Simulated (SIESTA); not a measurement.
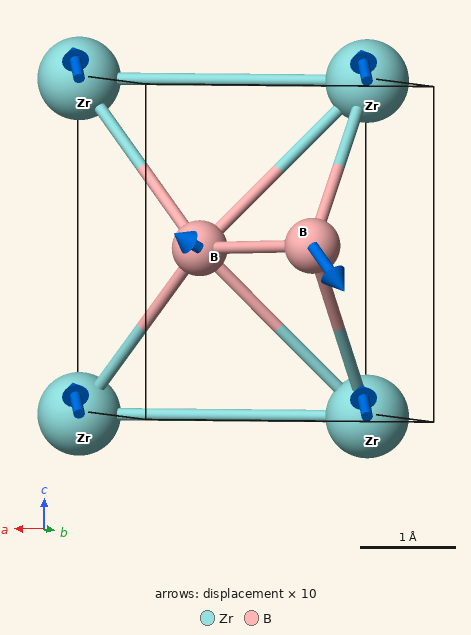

A relaxation of crystalline ZrB$_{2}$ (set up in P1). The starting structure is drawn; blue arrows show the displacements (the part carried along by the change of the cell is left out), magnified 10 times.

The picture is a ball-and-stick view of the cell of the calculation, seen from a free direction.

The run lets cell and atoms move, from this start: atoms moved at random by about 0.05 A.

Method: SIESTA, Kohn-Sham DFT of a periodic cell, PBEsol with D4, spin-orbit coupling, PseudoDojo 0.4 standard NC, numerical atomic orbitals.

Input file:
```python
from ase.io import read
from ase.calculators.siesta import Siesta
from ase.units import Ry, GPa
from ase.calculators.mixing import SumCalculator
from dftd4.ase import DFTD4
from ase.optimize import BFGS
from ase.filters import FrechetCellFilter

atoms = read("POSCAR")

fdf = {
    'SCFMustConverge': False,
    'DM.InitSpin': ['  1   0.501    90.00    45.00', '  2   0.000     0.00     0.00', '  3   0.000     0.00     0.00'],
    'WriteOrbMom': 'true',
    'OccupationFunction': 'FD',
    'ElectronicTemperature': '0.05 eV',
    'MaxSCFIterations': '200',
    'SCF.Mixer.Method': 'Pulay',
    'SCF.Mixer.Weight': '0.1',
    'SCF.Mixer.History': '10',
    'SCF.DM.Tolerance': '5.0e-05',
    'SCF.H.Tolerance': '1.0e-03 eV',
    'WriteForces': 'true',
    'Charge.Mulliken': 'end',
}
calc = Siesta(
    label="ZrB2",
    command="siesta < PREFIX.fdf > PREFIX.out",
    pseudo_path="pseudos",
    pseudo_qualifier="",
    xc=('GGA', 'PBEsol'),
    basis_set="TZP",
    mesh_cutoff=800 * Ry,
    energy_shift=0.02 * Ry,
    kpts=[8, 8, 6],
    spin="spin-orbit",
    fdf_arguments=fdf,
)
disp = DFTD4(method="PBEsol")
atoms.calc = SumCalculator([calc, disp])

opt = BFGS(FrechetCellFilter(atoms), trajectory="relax.traj")
converged = opt.run(fmax=0.01, steps=40)
print("converged:", converged)
print("cell (A):", atoms.cell.cellpar().round(5))
print("scaled positions:")
print(atoms.get_scaled_positions().round(6))
print(f"energy = {atoms.get_potential_energy():.6f} eV")
free = (calc.get_potential_energy(atoms, force_consistent=True) + disp.get_potential_energy(atoms))
print(f"free energy = {free:.6f} eV")
print("forces (eV/A):")
print(atoms.get_forces(apply_constraint=False).round(6))
print("stress (GPa, Voigt order, tension positive):", (atoms.get_stress() / GPa).round(4))
```

Run as
```bash
python run.py
```

Q: Describe the change and its energy.

A: After 11 geometry steps the energy has fallen by 43.5 meV per atom. Largest force component: 0.94 eV/Å at the start, 0.0037 eV/Å at the end. Pressure: −9.15 GPa at the start and −0.07 GPa at the end. A B atom moves most relative to the cell: 0.066 Å roughly along [−1 1 −2]. Largest moves by element: B 0.066 Å, Zr 0.057 Å. The drawn cell changes as follows: a = b 3.170 → 3.140 Å (−1.0 %), c 3.533 → 3.445 Å (−2.5 %); the volume changes by −4.3 %. Among the contacts that change: B–Zr 2.661 → 2.500 Å, B–Zr 2.603 → 2.501 Å, Zr–Zr 3.533 → 3.445 Å, B–Zr 2.581 → 2.501 Å. The space group (tolerance 0.01 Å) goes from P1 (No. 1) to P6/mmm (No. 191). The run took 31 min on 1 thread of Arm Neoverse V1, with other jobs on the host, peak memory 0.45 GiB.
